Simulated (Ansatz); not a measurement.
**From PBEsol to G0W0: BaSrTi2O6 (perovskite [001] superlattice) (P4mm)**

Wanted: the gap of BaSrTi2O6 (perovskite [001] superlattice) (P4mm) with a many-body correction, and the time that it takes.

Program: Ansatz 0.2.0. Level of theory: PBEsol, then G0W0 on it, plane waves, PAW. Results are calculated unless marked as measured.

The structure was built from a prototype and need not be the compound's stable phase.

**1. The structure**

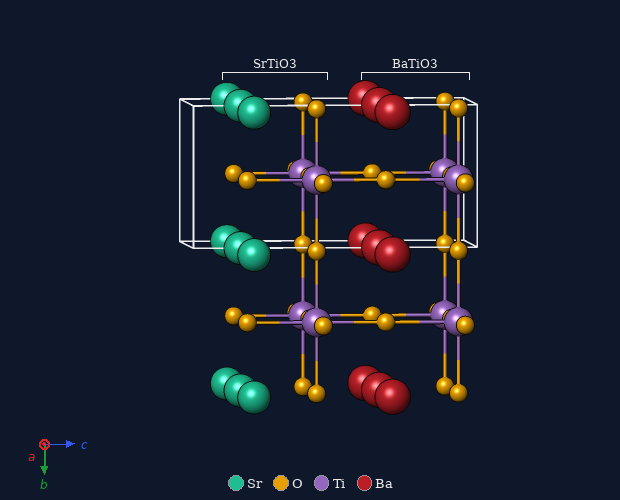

Start, viewed from the side, with the c axis across the page; strontium teal, oxygen orange, titanium purple, barium red. 2×2×1 cells are drawn. Some periodic images of atoms are drawn too.

The start is a generated structure, not a measured one. Spin-orbit coupling is left out unless a step names it.

The logs state that the PAW files were generated under PBE.

**2. Relaxing the structure**

The structure is relaxed first.

This step: DFT, PBEsol, plane waves, PAW; PAW set soft_1.

input.yaml

```yaml
crystal:
  lattice:
    - [3.9525, 0.0, 0.0]
    - [0.0, 3.9525, 0.0]
    - [0.0, 0.0, 7.9061416825]
  atoms:
    - { symbol: Sr, position: [0.0, 0.0, 0.1280039937] }
    - { symbol: O, position: [0.5, 0.5, 0.1280039937] }
    - { symbol: Ti, position: [0.5, 0.5, 0.3719960063] }
    - { symbol: O, position: [0.5, 0.0, 0.3719960063] }
    - { symbol: O, position: [0.0, 0.5, 0.3719960063] }
    - { symbol: Ba, position: [0.0, 0.0, 0.6159880188] }
    - { symbol: O, position: [0.5, 0.5, 0.6159880188] }
    - { symbol: Ti, position: [0.5, 0.5, 0.8719960063] }
    - { symbol: O, position: [0.5, 0.0, 0.8719960063] }
    - { symbol: O, position: [0.0, 0.5, 0.8719960063] }
kpoints:
  mp_grid: { grid: [6, 6, 4] }
hamiltonian:
  xc: pbesol
  pseudopotentials: { kind: paw, azcp: { folder: soft_1 }, xc_functional: pbe }
scf:
  occupations: { method: fermi_dirac, width: 0.02 }
relax:
  f_tol: 0.015
  max_steps: 100
  cell: {}
output:
  write_density: true
  write_potential: true
  elf: true
  volumetric_format: npy
```

Command:

```
$ ansatz run input.yaml --threads 3 --pin off --max-ram 92160MiB --backend cuda --events-out ev --progress --plain --runs-dir out --devices 1 --max-vram 13GiB
```

Numbers of over 12 decimals in the logs are rounded to 6 here.

The program printed:

```text
GPUs: using 1 of 1 available (devices: 1).
Engine: ansatz 0.2.0, x86_64-unknown-linux-gnu
Pseudopotentials: kind: paw
Pseudopotential: Sr, paw, valence charge 10, recommended cutoff 420 eV (normal), soft_1/Sr.paw.azcp
Pseudopotential: O, paw, valence charge 6, recommended cutoff 420 eV (normal), soft_1/O.paw.azcp
Pseudopotential: Ti, paw, valence charge 12, recommended cutoff 420 eV (normal), soft_1/Ti.paw.azcp
Pseudopotential: Ba, paw, valence charge 10, recommended cutoff 420 eV (normal), soft_1/Ba.paw.azcp
Functional definition: PBEsol
  exchange = pbesol_x
  correlation = pbesol_c
device memory: the entry about to start is reckoned to put 2.1 GiB on a device that reports 36.3 GiB free (of which the cap on the GPU budget leaves the run 13.0 GiB)
GPU FFT provider: cuFFT
GPU libraries: cuBLAS 13.8.2, cuFFT 12.4.0, cuSOLVER 12.3.4
Crystal: 10 atoms, lattice volume = 123.512 Å³
Basis set: ecut = 420 eV, 2435 PW (Γ), exchange–correlation on 54×54×108 points (8 copies of the dense FFT grid, shifted against one another)
Bands: 50, of which v1, the nominal top of the filled ones, is band 40 counted from 1 (39 counted from 0)
Symmetry: 8 space group operations
Space group: P4mm (ITA 99), of the structure as read, at distance tolerance 5.0e-5 Å
k-points: 30 of 144 (time reversal used)
Non-local potential: Sr, projectors of the file, l = 0: 3, l = 1: 2, l = 2: 2
Non-local potential: O, projectors of the file, l = 0: 2, l = 1: 2, l = 2: 1
Non-local potential: Ti, projectors of the file, l = 0: 3, l = 1: 2, l = 2: 3, l = 3: 1
Non-local potential: Ba, projectors of the file, l = 0: 3, l = 1: 2, l = 2: 2, l = 3: 2
PAW form: soft (Blöchl's): semilocal exchange-correlation on the pseudo side does not see the compensation charge
PAW frozen core: Sr, regenerated for the run's functional, and the local potential with it (the file was generated under x = pbe(κ = 0.804, μ = 0.219515), c = pbe(β = 0.066725))
PAW frozen core: O, regenerated for the run's functional, and the local potential with it (the file was generated under x = pbe(κ = 0.804, μ = 0.219515), c = pbe(β = 0.066725))
PAW frozen core: Ti, regenerated for the run's functional, and the local potential with it (the file was generated under x = pbe(κ = 0.804, μ = 0.219515), c = pbe(β = 0.066725))
PAW frozen core: Ba, regenerated for the run's functional, and the local potential with it (the file was generated under x = pbe(κ = 0.804, μ = 0.219515), c = pbe(β = 0.066725))
PAW one-centre angular grid: Sr, 110 points (default); XC on 64 Gauss nodes
PAW one-centre angular grid: O, 110 points (default); XC on 64 Gauss nodes
PAW one-centre angular grid: Ti, 590 points (default); XC on 64 Gauss nodes
PAW one-centre angular grid: Ba, 194 points (default); XC on 64 Gauss nodes
Initial density: superposition of atomic densities (chi_scale 0.1, normalization cell, long waves kept (reshape's long-wave potential 0.04 eV rms))
Initial wavefunctions: pseudopotential atomic-orbital guess
GPU buffer pool allocated for 39366 grid points (all kernels)
GPU transforms: local potential and band sums: pruned to the plane-wave sphere, on 27×27×54
Functional: x = pbesol(κ = 0.804, μ = 0.123457), c = pbesol(β = 0.046)
SCF iter   1: F=—  HF=-17685.659490 eV  |F-HF|=—  |Δ(HF+E_count)|=         —  Δρ=5.57e-2  dr2=4.48e0  ethr=3.10e-3  ⟨swp⟩=11.6  Hψ=7458  notcnv=0
preconditioner: auto → Resta (q_TF=auto, 2.538 Å⁻¹)  ε∞=5.6  [insulator: Δε(μ)=1.751 eV  Ē_g=12.065 eV  σ=0.020 eV  W_gap=1.00  n_scr=38 (ndim 8)  ℏωp=25.9 eV  f_vac=0.000  D(μ)=0.00/eV (n_scr^D=0)  ε∞_Penn≈5.6]
SCF iter   2: F=—  HF=-17684.986107 eV  |F-HF|=—  |Δ(HF+E_count)|=   6.73e-1  Δρ=2.68e-2  dr2=1.40e0  ethr=3.10e-3  ⟨swp⟩=2.9  Hψ=2478  notcnv=0  defer=120
SCF iter   3: F=—  HF=-17684.777252 eV  |F-HF|=—  |Δ(HF+E_count)|=   2.09e-1  Δρ=7.81e-3  dr2=9.48e-2  ethr=1.75e-3  ⟨swp⟩=2.4  Hψ=2313  notcnv=0  defer=120
SCF iter   4: F=—  HF=-17684.764914 eV  |F-HF|=—  |Δ(HF+E_count)|=   1.23e-2  Δρ=2.17e-3  dr2=4.63e-3  ethr=1.19e-4  ⟨swp⟩=3.6  Hψ=3009  notcnv=0  defer=90
SCF iter   5: F=—  HF=-17684.766152 eV  |F-HF|=—  |Δ(HF+E_count)|=   1.24e-3  Δρ=3.66e-4  dr2=1.48e-4  ethr=5.79e-6  ⟨swp⟩=2.0  Hψ=2671  notcnv=0  defer=90
SCF iter   6: F=—  HF=-17684.766021 eV  |F-HF|=—  |Δ(HF+E_count)|=   1.31e-4  Δρ=1.22e-4  dr2=2.11e-5  ethr=1.84e-7  ⟨swp⟩=2.2  Hψ=2436  notcnv=0  defer=90
SCF iter   7: F=—  HF=-17684.766166 eV  |F-HF|=—  |Δ(HF+E_count)|=   1.44e-4  Δρ=4.71e-5  dr2=2.51e-6  ethr=2.64e-8  ⟨swp⟩=2.2  Hψ=2634  notcnv=0  defer=90
SCF iter   8: F=—  HF=-17684.766166 eV  |F-HF|=—  |Δ(HF+E_count)|=   2.83e-8  Δρ=1.27e-5  dr2=2.03e-7  ethr=3.13e-9  ⟨swp⟩=2.0  Hψ=2281  notcnv=0  defer=90
SCF iter   9: F=-17684.766166 eV  HF=-17684.766166 eV  |F-HF|=3.95e-9  |Δ(HF+E_count)|=   1.16e-9  Δρ=3.11e-6  dr2=9.90e-9  ethr=1.25e-10  ⟨swp⟩=10.0  Hψ=11123  notcnv=0
SCF 1 converged in 9 iterations: F = -17684.766166 eV  dr2 = 9.90e-9
  greatest PAW one-centre occupation: 0.998 electrons in one spin orbital (limit 2), on the Ti atom at site 7 (counted from 0), in its partial waves of l = 0
[...]
relax step  20: F+E_penalty+E_count = -17684.87791930 eV  Δ(F+E_penalty+E_count) = +2.245e-2 eV  max|allowed force component| = 2.272e-1 eV/Å  Δτ_max = 0.0492 Å  P = +0.472 GPa  Ω = 122.559 Å³  energy of the carried Pulay correction = -2.614e-3 eV  (6 SCF iters, dr2 threshold 1.90e-7 eV, rejected (line search))
relax step  21: F+E_penalty+E_count = -17684.89469445 eV  Δ(F+E_penalty+E_count) = +5.672e-3 eV  max|allowed force component| = 2.496e-1 eV/Å  Δτ_max = 0.0271 Å  P = +0.158 GPa  Ω = 122.383 Å³  energy of the carried Pulay correction = -2.169e-3 eV  (9 SCF iters, rejected (line search))
relax step  22: F+E_penalty+E_count = -17684.89989392 eV  Δ(F+E_penalty+E_count) = +4.727e-4 eV  max|allowed force component| = 4.343e-2 eV/Å  Δτ_max = 0.0096 Å  P = -0.215 GPa  Ω = 122.206 Å³  energy of the carried Pulay correction = -1.712e-3 eV  (9 SCF iters, accepted)
relax step  23: F+E_penalty+E_count = -17684.90055988 eV  Δ(F+E_penalty+E_count) = -6.660e-4 eV  max|allowed force component| = 1.738e-2 eV/Å  Δτ_max = 0.0027 Å  P = +0.058 GPa  Ω = 122.059 Å³  energy of the carried Pulay correction = -1.335e-3 eV  (6 SCF iters, dr2 threshold 4.35e-7 eV, accepted)
relax step  24: F+E_penalty+E_count = -17684.90041960 eV  Δ(F+E_penalty+E_count) = +1.403e-4 eV  max|allowed force component| = 2.702e-2 eV/Å  Δτ_max = 0.0028 Å  P = -0.001 GPa  Ω = 122.116 Å³  energy of the carried Pulay correction = -1.480e-3 eV  (6 SCF iters, dr2 threshold 1.89e-8 eV, accepted)
relax step  25: F+E_penalty+E_count = -17684.90041602 eV  Δ(F+E_penalty+E_count) = +3.574e-6 eV  max|allowed force component| = 5.148e-3 eV/Å  Δτ_max = 0.0012 Å  P = -0.014 GPa  Ω = 122.126 Å³  energy of the carried Pulay correction = -1.507e-3 eV  (6 SCF iters, accepted)
relax step  26: F+E_penalty+E_count = -17684.90192806 eV  Δ(F+E_penalty+E_count) = -1.512e-3 eV  max|allowed force component| = 5.647e-3 eV/Å  Δτ_max = 0.0000 Å  P = -0.001 GPa  Ω = 122.126 Å³  stress off target by 5.60e-2 GPa  SCF on the basis re-selected at this cell (its energy is not comparable with the rows above)  (6 SCF iters)
relax step  27: F+E_penalty+E_count = -17684.90189600 eV  Δ(F+E_penalty+E_count) = +3.206e-5 eV  max|allowed force component| = 4.459e-3 eV/Å  Δτ_max = 0.0012 Å  P = +0.004 GPa  Ω = 122.142 Å³  energy of the carried Pulay correction = -4.371e-5 eV  (6 SCF iters, dr2 threshold 7.84e-9 eV, accepted)
relax step  28: F+E_penalty+E_count = -17684.90194456 eV  Δ(F+E_penalty+E_count) = -4.855e-5 eV  max|allowed force component| = 4.453e-3 eV/Å  Δτ_max = 0.0000 Å  P = +0.004 GPa  Ω = 122.142 Å³  stress off target by 4.78e-3 GPa  SCF on the basis re-selected at this cell (its energy is not comparable with the rows above)  (6 SCF iters)
basis re-selected at this cell: Δ(F+E_penalty+E_count) = -4.855e-5 eV, ΔP = +0.000 GPa vs the last step (what re-selecting the basis moved, of the pressure what is left beyond the Pulay correction that the steps carried, after the strain that the cell walked since its last selection, with what the two solves' SCF thresholds leave and, on support functions, any second-order correction that the steps lacked; it is no m [...]
SCF converged after 6 iterations
Free energy (F): -17684.901945 eV
Harris-Foulkes:  -17684.901945 eV  (|F-HF|=0.00e0)
Internal energy: -17684.901945 eV  (E = F + TS)
E sigma→0 (E₀):  -17684.901945 eV
Fermi energy:    11.139104 eV
--- Per-component energies (eV) ---
  E_band       = -338.963867
  E_kinetic    = 1966.002810
  E_local      = -4621.492487  (includes V_loc(G=0)·N_el)
  E_nonlocal   = 761.650816
  E_hartree    = 1683.375016
  E_xc         = -1032.421778
  E_vxc        = -1127.840702  (∫ρ·V_xc dr)
  E_paw        = -10720.914648  (= ΣΔE_a)
  E_vpaw       = -684.038681  (= ΣTr[D̂ρ^β])
  E_aug_tail   = 0.004384  (compensation charges beyond the density's cutoff)
  E_ewald      = -5721.882340
  E_core_change = 0.776282  (= ΣΔE_core)
  E_smearing   = -0.000000  (= −TS)
  E_closure    = 0.000000  (closes the sum)
  Σ components = -17684.901945   (vs F -17684.901945, Δ=0.00e0)
--- Forces (eV/Å), atoms counted from 1 ---
  atom   1  Sr     0.00000000    -0.00000000    -0.00008433
  atom   2  O      0.00000000    -0.00000000     0.00172092
  atom   3  Ti     0.00000000    -0.00000000     0.00144966
  atom   4  O     -0.00000000     0.00000000    -0.00445427
  atom   5  O      0.00000000    -0.00000000    -0.00445427
  atom   6  Ba    -0.00000000    -0.00000000     0.00071952
  atom   7  O     -0.00000000    -0.00000000     0.00136530
  atom   8  Ti     0.00000000    -0.00000000    -0.00157469
  atom   9  O     -0.00000000     0.00000000     0.00264994
  atom  10  O      0.00000000    -0.00000000     0.00264994
  max |Σ_I F_I| component: 1.23e-5 eV/Å
--- Stress (GPa, compression-positive) ---
        0.004776       0.000000      -0.000000
        0.000000       0.004776       0.000000
       -0.000000       0.000000       0.001470
  P = ⅓ Tr σ = 0.0037 GPa (0.037 kbar)
--- Band table (eV; the first three rows and the last of 30) ---
  k-point 0: bands = [... 36 lower, 9.5035, 9.7843, 9.8209, 9.8209, 12.0619, 12.2174, 12.2972, 12.2972, ... 6 higher]
  k-point 1: bands = [... 36 lower, 9.5417, 9.5417, 9.7679, 9.7679, 12.0822, 12.1953, 12.5796, 12.5796, ... 6 higher]
  k-point 2: bands = [... 36 lower, 9.6196, 9.6196, 9.6756, 9.6756, 12.1190, 12.1567, 13.1303, 13.1303, ... 6 higher]
  k-point 29: bands = [... 36 lower, 9.6040, 9.6040, 10.1513, 10.1889, 14.2627, 14.2627, 14.3031, 14.3031, ... 6 higher]
--- Relaxed structure (25 steps of the walk, 23 accepted, 3 SCFs on fresh bases) ---
  F+E_penalty+E_count = -17684.90194456 eV   max|allowed force component| = 4.453e-3 eV/Å   (the final SCF, on the basis selected at the relaxed cell)
  cell:  # Å, volume = 122.1424 Å³
    - [3.924219, 0.0, 0]
    - [0.0, 3.924219, 0.0]
    - [0, 0.0, 7.931589]
  atoms:
    - { symbol: Sr, position: [0, 0.0, 0.128243] }
    - { symbol: O, position: [0.5, 0.5, 0.118122] }
    - { symbol: Ti, position: [0.5, 0.5, 0.376342] }
    - { symbol: O, position: [0.5, 0.0, 0.360020] }
    - { symbol: O, position: [0, 0.5, 0.360020] }
    - { symbol: Ba, position: [0, 0.0, 0.626080] }
    - { symbol: O, position: [0.5, 0.5, 0.613962] }
    - { symbol: Ti, position: [0.5, 0.5, 0.886394] }
    - { symbol: O, position: [0.5, 0.0, 0.875389] }
    - { symbol: O, position: [0, 0.5, 0.875389] }
```

The job ended after 100 s (1 × NVIDIA H100 80GB HBM3 (shared by 6 runs) with 3 threads of AMD EPYC 7R13 (Zen 3), shared host; peak memory 1 GiB; 1.9 min of CPU time).

Step by step (22 of 28):

| step | energy less that of the first step (eV) | largest force component (eV/Å) | pressure (GPa) | volume (Å³) |
| --- | --- | --- | --- | --- |
| 1 | 0.0000 | 1.0226 | -2.43 | 123.51 |
| 2 | -0.0339 | 1.1380 | 0.12 | 121.56 |
| 4 | -0.1299 | 0.0342 | -0.05 | 121.56 |
| 5 | -0.1301 | 0.0047 | 0.00 | 121.53 |
| 6* | -0.1258 | 0.0046 | -0.06 | 121.53 |
| 7 | -0.1260 | 0.0008 | 0.00 | 121.49 |
| 9 | -0.1260 | 0.0003 | 0.00 | 121.49 |
| 10 | -0.1260 | 0.0004 | 0.00 | 121.49 |
| 11 | -0.1260 | 0.0007 | 0.00 | 121.49 |
| 13 | -0.1259 | 0.0074 | -0.01 | 121.49 |
| 14 | -0.1259 | 0.0136 | -0.01 | 121.50 |
| 15 | -0.1259 | 0.0246 | -0.02 | 121.51 |
| 16 | -0.1260 | 0.0357 | -0.03 | 121.52 |
| 18 | -0.1273 | 0.0588 | -0.11 | 121.61 |
| 19 | -0.1342 | 0.0265 | 0.08 | 121.93 |
| 20 | -0.1118 | 0.2272 | 0.47 | 122.56 |
| 22 | -0.1337 | 0.0434 | -0.22 | 122.21 |
| 23 | -0.1344 | 0.0174 | 0.06 | 122.06 |
| 24 | -0.1343 | 0.0270 | 0.00 | 122.12 |
| 25 | -0.1342 | 0.0051 | -0.01 | 122.13 |
| 27 | -0.1357 | 0.0045 | 0.00 | 122.14 |
| 28* | -0.1358 | 0.0045 | 0.00 | 122.14 |

Relaxation steps marked * repeat the geometry before them on a plane-wave basis chosen anew for their cell, so energy and pressure can jump there. Other such steps can lie between the rows shown. Relaxation steps 20, 21 were tried and not accepted.

The run keeps the 8 symmetry operations that it works with, so distortions that break them were not tested.

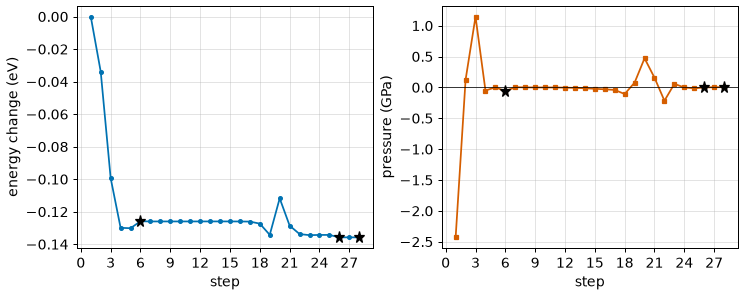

Energy and pressure along the relaxation. Stars mark steps on a basis chosen anew.

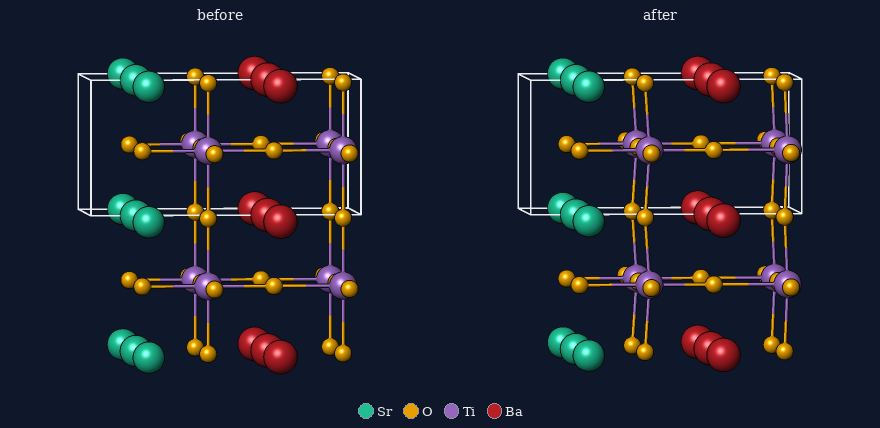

The structure before and after the relaxation, drawn at the same scale.

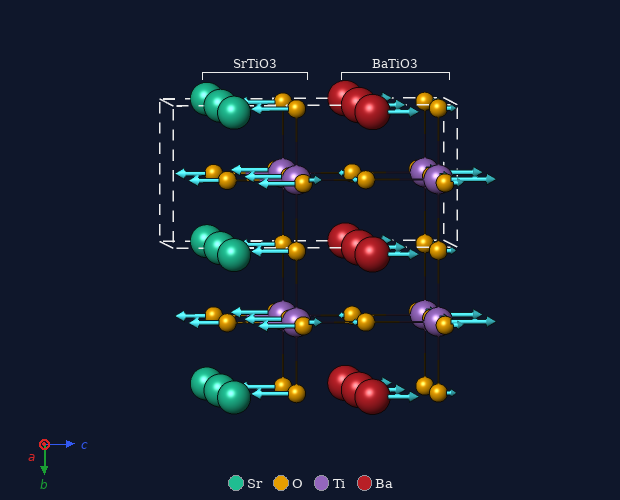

Displacements in the relaxation, exaggerated, measured against the changing cell; the longest in the cell stands for 0.11 Å. 2×2×1 cells are drawn. Some periodic images of atoms are drawn too.

| conventional cell, symmetrised | before | after | change |
| --- | --- | --- | --- |
| a (Å) | 3.952 | 3.924 | -0.7 % |
| b (Å) | 3.952 | 3.924 | -0.7 % |
| c (Å) | 7.906 | 7.932 | +0.3 % |
| volume (Å³/atom) | 12.35 | 12.21 | -1.1 % |

The atoms that moved most (Å, as changes of fractional coordinates times the final cell):

| atom | dx | dy | dz | length |
| --- | --- | --- | --- | --- |
| Ti8 | 0.000 | 0.000 | 0.114 | 0.114 |
| O4 | 0.000 | 0.000 | -0.095 | 0.095 |
| O5 | 0.000 | 0.000 | -0.095 | 0.095 |
| Ba6 | 0.000 | 0.000 | 0.080 | 0.080 |
| O2 | 0.000 | 0.000 | -0.078 | 0.078 |
| Ti3 | 0.000 | 0.000 | 0.034 | 0.034 |
| O10 | 0.000 | 0.000 | 0.027 | 0.027 |
| O9 | 0.000 | 0.000 | 0.027 | 0.027 |

Final coordinates:

```cif
data_structure
_symmetry_space_group_name_H-M 'P 1'
_symmetry_Int_Tables_number 1
_cell_length_a 3.9242
_cell_length_b 3.9242
_cell_length_c 7.9316
_cell_angle_alpha 90.000
_cell_angle_beta 90.000
_cell_angle_gamma 90.000
_cell_volume 122.14
loop_
_atom_site_label
_atom_site_type_symbol
_atom_site_fract_x
_atom_site_fract_y
_atom_site_fract_z
_atom_site_occupancy
Sr1 Sr 0.00000 0.00000 0.12824 1
O2 O 0.50000 0.50000 0.11812 1
Ti3 Ti 0.50000 0.50000 0.37634 1
O4 O 0.50000 0.00000 0.36002 1
O5 O 0.00000 0.50000 0.36002 1
Ba6 Ba 0.00000 0.00000 0.62608 1
O7 O 0.50000 0.50000 0.61396 1
Ti8 Ti 0.50000 0.50000 0.88639 1
O9 O 0.50000 0.00000 0.87539 1
O10 O 0.00000 0.50000 0.87539 1
```

The program's warnings for this run: band table not solved further.

(Part 1 of 3 ends here.)

[Paths, hosts, dates, memory and timing lines, banners, echoed tables and standing remarks are left out of the program output.]

[Logs are printed without paths, hosts, clocks, repeated set-up lines and the standing remarks that a program may print on its own settings, such as how far it seeks lower states.]

[Runs of the session that timed out or met a known fault of the program may be left out.]

[Cells called generated may have been cut or substituted from an entry of the Crystallography Open Database or the Materials Project.]

[Hosts, paths, dates, database ids (printed as entryN), source tags and the programs' standing remarks are cut or masked in the printed files.]

[Where an RPA ε∞ is given, it is that of the G0W0 mesh and is not shown converged in it. Names of k-points follow the symmetry that the program found, which can be lower than the space group named. Band edges on a path are those of the sampled points; other points can move an edge, and change direct to indirect where valleys lie close.]

[Hybrid gaps are those of their k-mesh and are not shown converged in it.]
